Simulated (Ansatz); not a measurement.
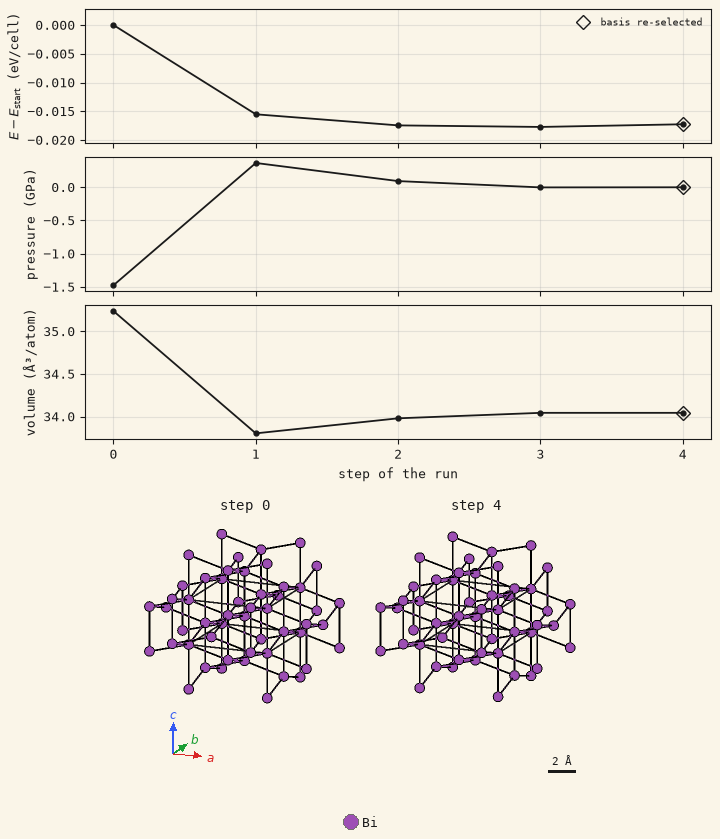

First and last geometry of a relaxation of crystalline Bi (built on the beta-tin_141 type), with the history of the run. Style: ball-and-stick. Shown: the conventional cell (2 times the calculation's cell), slightly off an axis. Lengths and directions refer to the drawn axes.

Case: beta-tin type (I4_1/amd, No. 141).

Level of theory: DFT PBE, scalar-relativistic, plane waves, PAW (Ansatz 0.2.0). (plane-wave cutoff 420 eV; k-point mesh 18 × 18 × 18; occupations gaussian; smearing width 0.1 eV; no spin polarisation; cell and atoms relaxed; force threshold 0.01 eV/Å; at most 80 steps)

**What do the curves and the structures tell?**

It converged. The atoms keep their places relative to the cell (all moves are under 0.005 Å). Cell: a = b 6.369 → 6.355 Å (−0.2 %), c 3.475 → 3.372 Å (−2.9 %). Volume −3.4 %. Some distances before and after: Bi–Bi 3.475 → 3.372 Å, Bi–Bi 3.301 → 3.287 Å. The space group stays I4_1/amd (No. 141). The energy falls by 17.3 meV per cell of the calculation in 3 accepted moves (4 points after the start). All forces vanish by symmetry, so only the cell relaxes. Pressure: −1.47 GPa at the start and 0.00 GPa at the end. The SCF was repeated once at an unchanged geometry on a basis and grid sized afresh for the cell, which shifted the energy by 0.5 meV per cell of the calculation at most.
